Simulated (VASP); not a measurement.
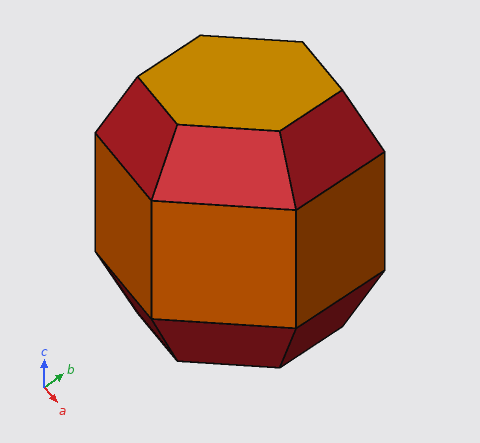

BFDH (Bravais–Friedel–Donnay–Harker) growth shape, computed from the cell and space group alone: each face lies at a distance from the centre proportional to 1/d(hkl), with d taken for the first order that the space group does not extinguish. It ignores bonding, solvent and kinetics. Faces of one form share a colour. Cell of AlN: space group P6_3mc (No. 186), a = 3.104 Å, b = 3.104 Å, c = 4.968 Å, α = 90.00°, β = 90.00°, γ = 120.00°. Source: coordinates from a relaxation with VASP, VASP Kohn-Sham DFT of a periodic cell, HSE06, VASP PAW PBE potentials, recommended. Forms under 0.4 % of the area are left out. Forms are taken in the Laue class: a face and its opposite count as one form.

Give the Miller indices of each colour.

orange: {100} (d = 2.69 Å, 41 % of the area); red: {101} (d = 2.36 Å, 40 % of the area); yellow: {002} (d = 2.48 Å, 19 % of the area).
